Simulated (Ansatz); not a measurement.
## HgS: geometry relaxation (part 2 of 3)

HgS (slab, 12 atoms in the cell); DFT PBEsol, scalar-relativistic, plane waves, PAW, no spin polarisation (Ansatz 0.2.0); cutoff 420 eV, 6×5×1 k-mesh, Gaussian smearing of 0.05 eV. The structure derives from an entry of the Crystallography Open Database. The input holds or restrains some coordinates. Forces given for the steps count only the free coordinates. It belongs to a series of runs on one base structure; here: clean surface, atoms relaxed.

Geometry of the input (Å; fractional positions):
```
4.1422  0.0000  0.0000
0.0000  5.8580  0.0000
0.0000  0.0000  30.3556
Hg 0.5000  0.5000  0.3294
S  0.0000  0.2500  0.3294
Hg 0.0000  0.0000  0.3977
S  0.5000  0.7500  0.3977
Hg 0.5000  0.5000  0.4659
S  0.0000  0.2500  0.4659
Hg 0.0000  0.0000  0.5341
S  0.5000  0.7500  0.5341
Hg 0.5000  0.5000  0.6023
S  0.0000  0.2500  0.6023
Hg 0.0000  0.0000  0.6706
S  0.5000  0.7500  0.6706
```

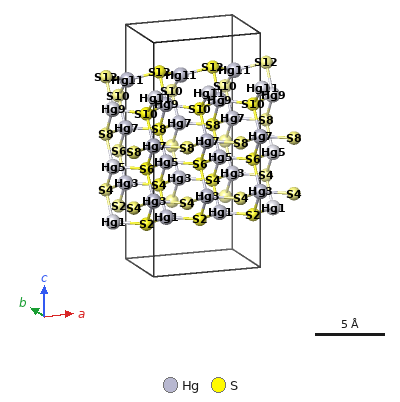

The geometry at step 5 of the log (ball-and-stick view of the 2 × 1 repeat of the cell, with the vacuum cut short, seen slightly off an axis; neighbours outside the cell are drawn fainter; atoms are numbered from 1 in the order of the input).

Log, continued:
```
SCF iter   1: F=—  HF=-87318.380300 eV  |F-HF|=—  |Δ(HF+E_count)|=         —  Δρ=2.75e-3  dr2=5.41e-2  ethr=4.53e-4  p=-0.007 e·Å  D=-1.79e-3 V/Å  ΔV_dip=0.05 eV  dr2_dipole=7.27e-5  V_vac-E_F(+/−)=5.19/5.14 eV  ⟨swp⟩=5.6  Hψ=2840  notcnv=0  defer=109
efield: sawtooth ramp at fractional position 0.9800 (handed on by an earlier solve), width 0.0400; the density the first Hamiltonian is built on has a dipole p = -0.007 e·Å; the dipole correction subtracts the counter field D = -1.79e-3 V/Å, which shifts the + side's vacuum level by +0.05 eV against the − side's; the planar-averaged density in the ramp window peaks in size at 6.0e-6 e/Å³
preconditioner: auto → Resta (q_TF=auto, 2.106 Å⁻¹)  ε∞=3.0  [insulator: Δε(μ)=0.244 eV  Ē_g=10.001 eV  σ=0.050 eV  W_gap=1.00  n_scr=120 (ndim 8)  ℏωp=14.2 eV  f_vac=0.575  D(μ)=0.00/eV (n_scr^D=0)  ε∞_Penn≈3.0  vacuum switching on, ρ_ref=7.3e-3 e/Å³]
SCF iter   2: F=—  HF=-87318.366669 eV  |F-HF|=—  |Δ(HF+E_count)|=   1.36e-2  Δρ=1.30e-3  dr2=6.19e-3  ethr=3.47e-5  p=-0.013 e·Å  D=-3.17e-3 V/Å  ΔV_dip=0.10 eV  dr2_dipole=1.13e-4  V_vac-E_F(+/−)=5.24/5.15 eV  ⟨swp⟩=2.2  Hψ=2194  notcnv=0  defer=111
SCF iter   3: F=—  HF=-87318.366656 eV  |F-HF|=—  |Δ(HF+E_count)|=   1.33e-5  Δρ=3.94e-4  dr2=1.23e-3  ethr=3.97e-6  p=-0.022 e·Å  D=-5.30e-3 V/Å  ΔV_dip=0.16 eV  dr2_dipole=1.76e-4  V_vac-E_F(+/−)=5.30/5.13 eV  ⟨swp⟩=2.0  Hψ=1611  notcnv=0  defer=111
SCF iter   4: F=—  HF=-87318.366880 eV  |F-HF|=—  |Δ(HF+E_count)|=   2.24e-4  Δρ=1.59e-4  dr2=1.53e-3  ethr=7.89e-7  p=-0.013 e·Å  D=-3.08e-3 V/Å  ΔV_dip=0.09 eV  dr2_dipole=8.28e-4  V_vac-E_F(+/−)=5.26/5.17 eV  ⟨swp⟩=2.0  Hψ=1616  notcnv=0  defer=111
SCF iter   5: F=—  HF=-87318.366692 eV  |F-HF|=—  |Δ(HF+E_count)|=   1.88e-4  Δρ=5.56e-5  dr2=4.80e-5  ethr=7.89e-7  p=-0.021 e·Å  D=-5.09e-3 V/Å  ΔV_dip=0.15 eV  dr2_dipole=1.99e-6  V_vac-E_F(+/−)=5.30/5.14 eV  ⟨swp⟩=2.0  Hψ=1174  notcnv=0  defer=111
SCF iter   6: F=-87318.366702 eV  HF=-87318.366704 eV  |F-HF|=2.37e-6  |Δ(HF+E_count)|=   1.18e-5  Δρ=3.40e-5  dr2=1.30e-5  ethr=1.58e-8  p=-0.021 e·Å  D=-5.06e-3 V/Å  ΔV_dip=0.15 eV  dr2_dipole=6.90e-7  V_vac-E_F(+/−)=5.30/5.15 eV  ⟨swp⟩=15.2  Hψ=5419  notcnv=0
SCF 3 converged in 6 iterations: F = -87318.366702 eV  dr2 = 1.30e-5
  greatest PAW one-centre occupation: 1.000 electrons in one spin orbital (limit 2), on the Hg atom at site 10 (counted from 0), in its partial waves of l = 0
relax step   3: F+E_penalty+E_count = -87318.36670158 eV  Δ(F+E_penalty+E_count) = -1.445e-1 eV  max|allowed force component| = 3.200e-1 eV/Å  Δτ_max = 0.1949 Å  (6 SCF iters, dr2 threshold 2.46e-5 eV, accepted)
SCF iter   1: F=—  HF=-87318.417203 eV  |F-HF|=—  |Δ(HF+E_count)|=         —  Δρ=2.45e-3  dr2=3.69e-2  ethr=3.09e-4  p=-0.021 e·Å  D=-5.06e-3 V/Å  ΔV_dip=0.15 eV  dr2_dipole=1.07e-6  V_vac-E_F(+/−)=5.29/5.14 eV  ⟨swp⟩=5.9  Hψ=2961  notcnv=0  defer=98
efield: sawtooth ramp at fractional position 0.9800 (handed on by an earlier solve), width 0.0400; the density the first Hamiltonian is built on has a dipole p = -0.021 e·Å; the dipole correction subtracts the counter field D = -5.06e-3 V/Å, which shifts the + side's vacuum level by +0.15 eV against the − side's; the planar-averaged density in the ramp window peaks in size at 6.7e-6 e/Å³
preconditioner: auto → Resta (q_TF=auto, 2.106 Å⁻¹)  ε∞=3.0  [insulator: Δε(μ)=0.244 eV  Ē_g=10.016 eV  σ=0.050 eV  W_gap=1.00  n_scr=120 (ndim 8)  ℏωp=14.2 eV  f_vac=0.576  D(μ)=0.00/eV (n_scr^D=0)  ε∞_Penn≈3.0  vacuum switching on, ρ_ref=7.3e-3 e/Å³]
SCF iter   2: F=—  HF=-87318.408498 eV  |F-HF|=—  |Δ(HF+E_count)|=   8.70e-3  Δρ=1.15e-3  dr2=4.70e-3  ethr=2.37e-5  p=-0.022 e·Å  D=-5.31e-3 V/Å  ΔV_dip=0.16 eV  dr2_dipole=1.50e-4  V_vac-E_F(+/−)=5.31/5.15 eV  ⟨swp⟩=2.0  Hψ=2158  notcnv=0  defer=104
SCF iter   3: F=—  HF=-87318.408826 eV  |F-HF|=—  |Δ(HF+E_count)|=   3.29e-4  Δρ=3.53e-4  dr2=1.44e-3  ethr=3.01e-6  p=-0.032 e·Å  D=-7.76e-3 V/Å  ΔV_dip=0.24 eV  dr2_dipole=3.68e-4  V_vac-E_F(+/−)=5.36/5.13 eV  ⟨swp⟩=2.1  Hψ=1614  notcnv=0  defer=104
SCF iter   4: F=—  HF=-87318.408907 eV  |F-HF|=—  |Δ(HF+E_count)|=   8.08e-5  Δρ=1.53e-4  dr2=9.90e-4  ethr=9.23e-7  p=-0.022 e·Å  D=-5.34e-3 V/Å  ΔV_dip=0.16 eV  dr2_dipole=5.40e-4  V_vac-E_F(+/−)=5.32/5.16 eV  ⟨swp⟩=2.0  Hψ=1439  notcnv=0  defer=104
SCF iter   5: F=—  HF=-87318.408816 eV  |F-HF|=—  |Δ(HF+E_count)|=   9.08e-5  Δρ=6.43e-5  dr2=1.21e-4  ethr=6.35e-7  p=-0.027 e·Å  D=-6.60e-3 V/Å  ΔV_dip=0.20 eV  dr2_dipole=3.13e-5  V_vac-E_F(+/−)=5.35/5.15 eV  ⟨swp⟩=1.9  Hψ=1127  notcnv=0  defer=104
SCF iter   6: F=-87318.408807 eV  HF=-87318.408812 eV  |F-HF|=4.96e-6  |Δ(HF+E_count)|=   4.55e-6  Δρ=2.42e-5  dr2=1.17e-5  ethr=1.70e-8  p=-0.028 e·Å  D=-6.95e-3 V/Å  ΔV_dip=0.21 eV  dr2_dipole=3.08e-6  V_vac-E_F(+/−)=5.36/5.15 eV  ⟨swp⟩=14.2  Hψ=5604  notcnv=0
SCF 4 converged in 6 iterations: F = -87318.408807 eV  dr2 = 1.17e-5
relax step   4: F+E_penalty+E_count = -87318.40880689 eV  Δ(F+E_penalty+E_count) = -4.211e-2 eV  max|allowed force component| = 6.327e-2 eV/Å  Δτ_max = 0.1901 Å  (6 SCF iters, dr2 threshold 2.66e-5 eV, accepted)
SCF iter   1: F=—  HF=-87318.411715 eV  |F-HF|=—  |Δ(HF+E_count)|=         —  Δρ=8.93e-4  dr2=3.57e-3  ethr=2.39e-5  p=-0.028 e·Å  D=-6.95e-3 V/Å  ΔV_dip=0.21 eV  dr2_dipole=1.22e-5  V_vac-E_F(+/−)=5.35/5.14 eV  ⟨swp⟩=3.7  Hψ=2387  notcnv=0  defer=105
efield: sawtooth ramp at fractional position 0.9800 (handed on by an earlier solve), width 0.0400; the density the first Hamiltonian is built on has a dipole p = -0.028 e·Å; the dipole correction subtracts the counter field D = -6.95e-3 V/Å, which shifts the + side's vacuum level by +0.21 eV against the − side's; the planar-averaged density in the ramp window peaks in size at 5.9e-6 e/Å³
preconditioner: auto → Resta (q_TF=auto, 2.106 Å⁻¹)  ε∞=3.0  [insulator: Δε(μ)=0.239 eV  Ē_g=10.028 eV  σ=0.050 eV  W_gap=1.00  n_scr=120 (ndim 8)  ℏωp=14.2 eV  f_vac=0.576  D(μ)=0.00/eV (n_scr^D=0)  ε∞_Penn≈3.0  vacuum switching on, ρ_ref=7.3e-3 e/Å³]
SCF iter   2: F=—  HF=-87318.410950 eV  |F-HF|=—  |Δ(HF+E_count)|=   7.65e-4  Δρ=4.48e-4  dr2=6.64e-4  ethr=2.29e-6  p=-0.030 e·Å  D=-7.38e-3 V/Å  ΔV_dip=0.22 eV  dr2_dipole=1.20e-5  V_vac-E_F(+/−)=5.36/5.14 eV  ⟨swp⟩=2.0  Hψ=1857  notcnv=0  defer=105
SCF iter   3: F=—  HF=-87318.410949 eV  |F-HF|=—  |Δ(HF+E_count)|=   1.17e-6  Δρ=1.19e-4  dr2=4.41e-4  ethr=4.25e-7  p=-0.027 e·Å  D=-6.56e-3 V/Å  ΔV_dip=0.20 eV  dr2_dipole=1.53e-4  V_vac-E_F(+/−)=5.35/5.15 eV  ⟨swp⟩=2.0  Hψ=1533  notcnv=0  defer=105
SCF iter   4: F=—  HF=-87318.410894 eV  |F-HF|=—  |Δ(HF+E_count)|=   5.51e-5  Δρ=5.47e-5  dr2=4.54e-5  ethr=2.83e-7  p=-0.031 e·Å  D=-7.59e-3 V/Å  ΔV_dip=0.23 eV  dr2_dipole=1.75e-5  V_vac-E_F(+/−)=5.37/5.14 eV  ⟨swp⟩=2.0  Hψ=1171  notcnv=0  defer=105
SCF iter   5: F=—  HF=-87318.411406 eV  |F-HF|=—  |Δ(HF+E_count)|=   5.13e-4  Δρ=1.91e-5  dr2=5.75e-6  ethr=2.91e-8  p=-0.030 e·Å  D=-7.30e-3 V/Å  ΔV_dip=0.22 eV  dr2_dipole=4.04e-7  V_vac-E_F(+/−)=5.36/5.14 eV  ⟨swp⟩=2.0  Hψ=1158  notcnv=0  defer=105
SCF iter   6: F=—  HF=-87318.411406 eV  |F-HF|=—  |Δ(HF+E_count)|=   1.64e-7  Δρ=6.89e-6  dr2=3.76e-7  ethr=3.69e-9  p=-0.030 e·Å  D=-7.36e-3 V/Å  ΔV_dip=0.22 eV  dr2_dipole=4.52e-12  V_vac-E_F(+/−)=5.37/5.14 eV  ⟨swp⟩=2.0  Hψ=1607  notcnv=0  defer=105
SCF iter   7: F=—  HF=-87318.411406 eV  |F-HF|=—  |Δ(HF+E_count)|=   2.94e-7  Δρ=2.91e-6  dr2=1.54e-7  ethr=6.41e-11  p=-0.030 e·Å  D=-7.37e-3 V/Å  ΔV_dip=0.22 eV  dr2_dipole=4.36e-9  V_vac-E_F(+/−)=5.37/5.14 eV  ⟨swp⟩=14.8  Hψ=5256  notcnv=0
SCF iter   8: F=-87318.411406 eV  HF=-87318.411406 eV  |F-HF|=3.33e-9  |Δ(HF+E_count)|=   4.59e-8  Δρ=9.39e-7  dr2=1.25e-8  ethr=6.41e-11  p=-0.030 e·Å  D=-7.38e-3 V/Å  ΔV_dip=0.22 eV  dr2_dipole=6.78e-10  V_vac-E_F(+/−)=5.37/5.14 eV  ⟨swp⟩=5.8  Hψ=3631  notcnv=0
SCF 5 converged in 8 iterations: F = -87318.411406 eV  dr2 = 1.25e-8
relax step   5: F+E_penalty+E_count = -87318.41140646 eV  Δ(F+E_penalty+E_count) = -2.600e-3 eV  max|allowed force component| = 4.703e-2 eV/Å  Δτ_max = 0.0339 Å  (8 SCF iters, accepted)
SCF iter   1: F=—  HF=-87318.415129 eV  |F-HF|=—  |Δ(HF+E_count)|=         —  Δρ=1.24e-3  dr2=8.28e-3  ethr=4.03e-5  p=-0.030 e·Å  D=-7.38e-3 V/Å  ΔV_dip=0.22 eV  dr2_dipole=7.93e-5  V_vac-E_F(+/−)=5.36/5.14 eV  ⟨swp⟩=3.7  Hψ=2417  notcnv=0  defer=105
efield: sawtooth ramp at fractional position 0.9800 (handed on by an earlier solve), width 0.0400; the density the first Hamiltonian is built on has a dipole p = -0.030 e·Å; the dipole correction subtracts the counter field D = -7.38e-3 V/Å, which shifts the + side's vacuum level by +0.22 eV against the − side's; the planar-averaged density in the ramp window peaks in size at 3.7e-6 e/Å³
preconditioner: auto → Resta (q_TF=auto, 2.106 Å⁻¹)  ε∞=3.0  [insulator: Δε(μ)=0.235 eV  Ē_g=10.027 eV  σ=0.050 eV  W_gap=1.00  n_scr=120 (ndim 8)  ℏωp=14.2 eV  f_vac=0.576  D(μ)=0.01/eV (n_scr^D=0)  ε∞_Penn≈3.0  vacuum switching on, ρ_ref=7.3e-3 e/Å³]
SCF iter   2: F=—  HF=-87318.413313 eV  |F-HF|=—  |Δ(HF+E_count)|=   1.82e-3  Δρ=6.19e-4  dr2=1.14e-3  ethr=5.31e-6  p=-0.026 e·Å  D=-6.42e-3 V/Å  ΔV_dip=0.19 eV  dr2_dipole=2.72e-5  V_vac-E_F(+/−)=5.34/5.14 eV  ⟨swp⟩=2.0  Hψ=1857  notcnv=0  defer=105
SCF iter   3: F=—  HF=-87318.413212 eV  |F-HF|=—  |Δ(HF+E_count)|=   1.01e-4  Δρ=2.45e-4  dr2=4.72e-4  ethr=7.29e-7  p=-0.030 e·Å  D=-7.46e-3 V/Å  ΔV_dip=0.23 eV  dr2_dipole=8.25e-5  V_vac-E_F(+/−)=5.36/5.14 eV  ⟨swp⟩=2.0  Hψ=1613  notcnv=0  defer=105
SCF iter   4: F=—  HF=-87318.413158 eV  |F-HF|=—  |Δ(HF+E_count)|=   5.35e-5  Δρ=8.00e-5  dr2=9.14e-5  ethr=3.03e-7  p=-0.026 e·Å  D=-6.47e-3 V/Å  ΔV_dip=0.20 eV  dr2_dipole=3.60e-5  V_vac-E_F(+/−)=5.34/5.15 eV  ⟨swp⟩=2.0  Hψ=1180  notcnv=0  defer=105
SCF iter   5: F=—  HF=-87318.413673 eV  |F-HF|=—  |Δ(HF+E_count)|=   5.14e-4  Δρ=2.81e-5  dr2=2.45e-5  ethr=5.86e-8  p=-0.028 e·Å  D=-6.99e-3 V/Å  ΔV_dip=0.21 eV  dr2_dipole=6.24e-6  V_vac-E_F(+/−)=5.35/5.14 eV  ⟨swp⟩=2.0  Hψ=1171  notcnv=0  defer=105
SCF iter   6: F=—  HF=-87318.413670 eV  |F-HF|=—  |Δ(HF+E_count)|=   2.14e-6  Δρ=1.01e-5  dr2=8.92e-7  ethr=1.57e-8  p=-0.028 e·Å  D=-6.85e-3 V/Å  ΔV_dip=0.21 eV  dr2_dipole=4.08e-8  V_vac-E_F(+/−)=5.35/5.14 eV  ⟨swp⟩=2.0  Hψ=1144  notcnv=0  defer=105
SCF iter   7: F=—  HF=-87318.413671 eV  |F-HF|=—  |Δ(HF+E_count)|=   3.07e-7  Δρ=4.70e-6  dr2=1.71e-7  ethr=5.72e-10  p=-0.028 e·Å  D=-6.84e-3 V/Å  ΔV_dip=0.21 eV  dr2_dipole=9.61e-9  V_vac-E_F(+/−)=5.35/5.14 eV  ⟨swp⟩=2.0  Hψ=1669  notcnv=0  defer=105
SCF iter   8: F=-87318.413671 eV  HF=-87318.413671 eV  |F-HF|=2.91e-11  |Δ(HF+E_count)|=   1.32e-7  Δρ=1.18e-6  dr2=2.12e-8  ethr=6.41e-11  p=-0.028 e·Å  D=-6.83e-3 V/Å  ΔV_dip=0.21 eV  dr2_dipole=1.20e-10  V_vac-E_F(+/−)=5.35/5.14 eV  ⟨swp⟩=14.3  Hψ=5213  notcnv=0
SCF 6 converged in 8 iterations: F = -87318.413671 eV  dr2 = 2.12e-8
relax step   6: F+E_penalty+E_count = -87318.41367088 eV  Δ(F+E_penalty+E_count) = -2.264e-3 eV  max|allowed force component| = 4.764e-2 eV/Å  Δτ_max = 0.0574 Å  (8 SCF iters, accepted)
SCF iter   1: F=—  HF=-87318.413952 eV  |F-HF|=—  |Δ(HF+E_count)|=         —  Δρ=4.06e-4  dr2=1.07e-3  ethr=6.71e-6  p=-0.028 e·Å  D=-6.83e-3 V/Å  ΔV_dip=0.21 eV  dr2_dipole=1.36e-4  V_vac-E_F(+/−)=5.35/5.14 eV  ⟨swp⟩=3.0  Hψ=2365  notcnv=0  defer=105
efield: sawtooth ramp at fractional position 0.9800 (handed on by an earlier solve), width 0.0400; the density the first Hamiltonian is built on has a dipole p = -0.028 e·Å; the dipole correction subtracts the counter field D = -6.83e-3 V/Å, which shifts the + side's vacuum level by +0.21 eV against the − side's; the planar-averaged density in the ramp window peaks in size at 3.6e-6 e/Å³
preconditioner: auto → Resta (q_TF=auto, 2.106 Å⁻¹)  ε∞=3.0  [insulator: Δε(μ)=0.234 eV  Ē_g=10.023 eV  σ=0.050 eV  W_gap=1.00  n_scr=120 (ndim 8)  ℏωp=14.2 eV  f_vac=0.576  D(μ)=0.01/eV (n_scr^D=0)  ε∞_Penn≈3.0  vacuum switching on, ρ_ref=7.3e-3 e/Å³]
SCF iter   2: F=—  HF=-87318.413744 eV  |F-HF|=—  |Δ(HF+E_count)|=   2.08e-4  Δρ=2.14e-4  dr2=3.60e-4  ethr=6.88e-7  p=-0.034 e·Å  D=-8.26e-3 V/Å  ΔV_dip=0.25 eV  dr2_dipole=1.19e-4  V_vac-E_F(+/−)=5.38/5.13 eV  ⟨swp⟩=2.0  Hψ=1829  notcnv=0  defer=105
SCF iter   3: F=—  HF=-87318.413710 eV  |F-HF|=—  |Δ(HF+E_count)|=   3.45e-5  Δρ=1.19e-4  dr2=1.51e-4  ethr=2.31e-7  p=-0.029 e·Å  D=-7.07e-3 V/Å  ΔV_dip=0.21 eV  dr2_dipole=6.41e-5  V_vac-E_F(+/−)=5.36/5.14 eV  ⟨swp⟩=2.0  Hψ=1186  notcnv=0  defer=105
SCF iter   4: F=—  HF=-87318.413683 eV  |F-HF|=—  |Δ(HF+E_count)|=   2.72e-5  Δρ=3.78e-5  dr2=1.07e-5  ethr=9.68e-8  p=-0.031 e·Å  D=-7.66e-3 V/Å  ΔV_dip=0.23 eV  dr2_dipole=1.12e-6  V_vac-E_F(+/−)=5.37/5.13 eV  ⟨swp⟩=2.0  Hψ=1156  notcnv=0  defer=105
SCF iter   5: F=—  HF=-87318.414220 eV  |F-HF|=—  |Δ(HF+E_count)|=   5.37e-4  Δρ=1.25e-5  dr2=1.48e-6  ethr=6.84e-9  p=-0.031 e·Å  D=-7.60e-3 V/Å  ΔV_dip=0.23 eV  dr2_dipole=3.29e-8  V_vac-E_F(+/−)=5.37/5.14 eV  ⟨swp⟩=2.0  Hψ=1482  notcnv=0  defer=105
SCF iter   6: F=—  HF=-87318.414220 eV  |F-HF|=—  |Δ(HF+E_count)|=   1.11e-7  Δρ=3.81e-6  dr2=1.47e-7  ethr=9.47e-10  p=-0.031 e·Å  D=-7.61e-3 V/Å  ΔV_dip=0.23 eV  dr2_dipole=5.96e-11  V_vac-E_F(+/−)=5.37/5.13 eV  ⟨swp⟩=2.0  Hψ=1649  notcnv=0  defer=105
SCF iter   7: F=-87318.414220 eV  HF=-87318.414220 eV  |F-HF|=2.02e-8  |Δ(HF+E_count)|=   4.28e-8  Δρ=1.75e-6  dr2=2.21e-8  ethr=6.41e-11  p=-0.031 e·Å  D=-7.62e-3 V/Å  ΔV_dip=0.23 eV  dr2_dipole=1.25e-11  V_vac-E_F(+/−)=5.37/5.13 eV  ⟨swp⟩=12.2  Hψ=4895  notcnv=0
SCF 7 converged in 7 iterations: F = -87318.414220 eV  dr2 = 2.21e-8
relax step   7: F+E_penalty+E_count = -87318.41421985 eV  Δ(F+E_penalty+E_count) = -5.490e-4 eV  max|allowed force component| = 1.157e-2 eV/Å  Δτ_max = 0.0170 Å  (7 SCF iters, accepted)
SCF converged after 7 iterations
Free energy (F): -87318.414220 eV
Harris-Foulkes:  -87318.414220 eV  (|F-HF|=2.02e-8)
Internal energy: -87318.414212 eV  (E = F + TS)
E sigma→0 (E₀):  -87318.414216 eV
Entropy (-TS):   -0.000008 eV (-0.001 meV/atom)
Fermi energy:    0.274006 eV
Dipole field:    D = -0.007620 V/Å  (p = -0.031017 e·Å, saw-weighted, corrected)
Work function:   Φ+ = 5.3663 eV   Φ− = 5.1350 eV
Levels:          The Fermi level and band energies are counted from a zero that moves with the ramp; work functions are not
--- Per-component energies (eV) ---
  E_band       = -4226.857567
  E_kinetic    = 4251.227447
  E_local      = -186477.939867  (includes V_loc(G=0)·N_el)
  E_nonlocal   = 633.024123
  E_hartree    = 91067.241147
  E_xc         = -1882.183666
  E_vxc        = -2083.457979  (∫ρ·V_xc dr)
  E_paw        = -62306.359160  (= ΣΔE_a)
  E_vpaw       = -2684.157200  (= ΣTr[D̂ρ^β])
  E_aug_tail   = 0.005464  (compensation charges beyond the density's cutoff)
  E_efield     = 0.000118  (sawtooth field / dipole correction)
  E_vefield    = -0.043765  (∫n·V_field dr)
  E_ewald      = 67394.226580
  E_core_change = 2.343604  (= ΣΔE_core)
  E_smearing   = -0.000008  (= −TS)
  E_closure    = 0.000000  (closes the sum)
  Σ components = -87318.414220   (vs F -87318.414220, Δ=0.00e0)
```
